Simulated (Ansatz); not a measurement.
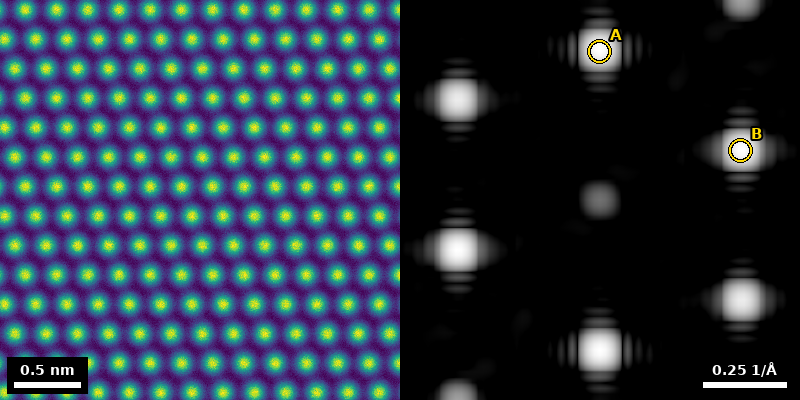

HAADF-like image of Ru (Fm-3m, No. 225) along [110]. Simulated incoherent Z contrast: every atom adds Z^1.7 spread by a probe of 1.30 Å full width; channelling and multiple scattering are left out. The probe carries 15 % of its weight in a tail 2.5 times as wide. Shot noise was added. Model: coordinates from a relaxation with Ansatz 0.2.0, DFT, revPBE, plane waves (420 eV) with PAW, scalar-relativistic; the starting structure was generated, so it need not be a known form of this composition.

The right panel is the modulus of the image's Fourier transform on a logarithmic scale.

a = 3.825 Å, b = 3.825 Å, c = 3.825 Å, α = 90.00°, β = 90.00°, γ = 90.00°

Index the marked spots and give their plane spacings (the zone axis points at the viewer; indices equivalent by symmetry, or all signs reversed, are as good).

Answer. A: (-1 1 1), d = 2.21 Å; B: (-1 1 -1), d = 2.21 Å. A and B enclose 71°, and every spot obeys the zone law hu + kv + lw = 0 for [110].
